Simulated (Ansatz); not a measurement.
# SrO: what the fields show

Input

```
crystal:
  lattice:
    - [3.5532880902, 0.0, 0.0]
    - [-1.7766440451, 3.0772377531, 0.0]
    - [0.0, 0.0, 6.21730398]
  atoms:
    - { symbol: Sr, position: [0.33333333, 0.66666667, 0.25] }
    - { symbol: Sr, position: [0.66666667, 0.33333333, 0.75] }
    - { symbol: O, position: [0.0, 0.0, 0.0] }
    - { symbol: O, position: [0.0, 0.0, 0.5] }
basis:
  ecutwfc: 420
kpoints:
  mp_grid: { grid: [6, 6, 4] }
hamiltonian:
  xc: pbe
scf:
  occupations: { method: gaussian, width: 0.02 }
output:
  forces: true
  stress: true
  eigenvalues: true
  write_density: true
  write_potential: true
  elf: true
  volumetric_format: npy
relax:
  adjacent_minimum: "off"
  f_tol: 0.01
  max_steps: 80
  cell: { stress_tol: 0.05 }
```

Command:

```sh
ansatz run input.yaml --threads 1 --pin off --max-ram 2560MiB --backend cpu --events-out ev --progress --plain --runs-dir out
```

Below, planes, directions and counts refer to the conventional cell (a = 3.58 Å, b = 3.58 Å, c = 6.24 Å, α = 90.00°, β = 90.00°, γ = 120.00°).

The fields are those of the relaxed geometry.

Space group P6₃/mmc; a structure from a database of computed crystals, not necessarily the ambient phase; started from the database_194 prototype, which need not be the ambient phase.

These are results of DFT PBE, scalar-relativistic, plane waves, PAW in Ansatz 0.2.0, not measurements.

The density is the valence pseudo-density of a PAW calculation; it isn't the true density close to the nuclei.

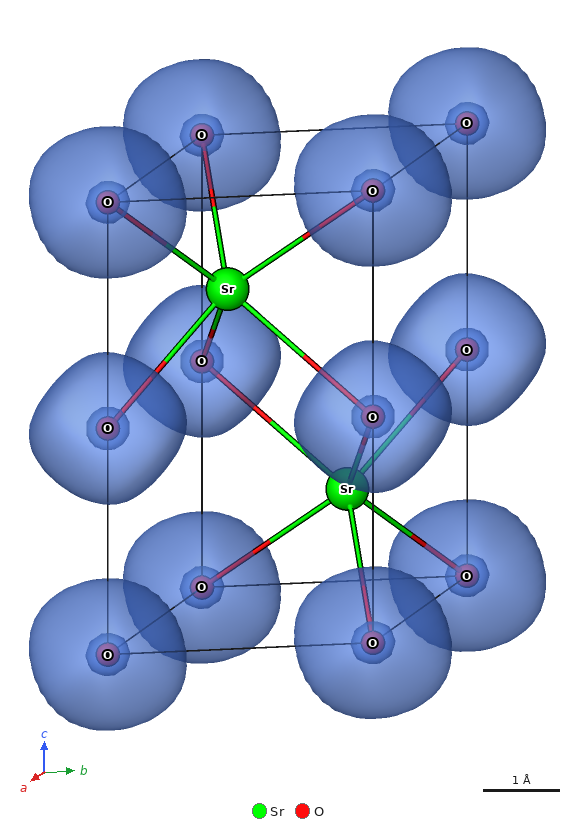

Figure 1. Isosurface of the ELF at 0.6 (blue), seen slightly off an axis. Core shells and regions of very low density are left out. Sticks mark near contacts.

Identify the bonds, lone pairs and shells in this picture.

Answer. The ELF exceeds this value in two regions wrapped around O (the valence shell of each), counted in one cell of 4 atoms. Regions shared between cells count once. Profiles from the grid: Sr–O (2.59 Å): the ELF is about 0.10 at the midpoint; a largely ionic contact.

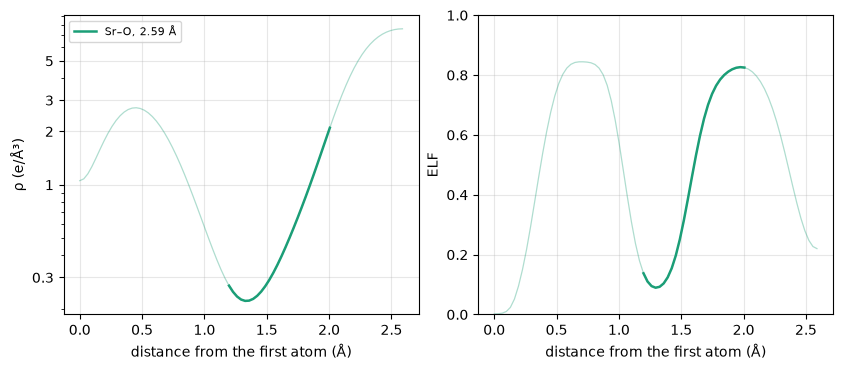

Figure 2. Valence electron density and ELF along straight lines between neighbouring atoms. Thin, pale parts lie inside the atomic spheres.

What can be read from the curves?

Answer. Sr–O (2.59 Å): the density is about 0.23 e/Å³ at the midpoint; the ELF is about 0.10 at the midpoint: a closed-shell, largely ionic contact.

Does the calculation make it a metal, or give it a gap?

Answer. It is gapped, with a Kohn–Sham gap of 3.0 eV on the k-point mesh, an upper bound to the gap of this method.
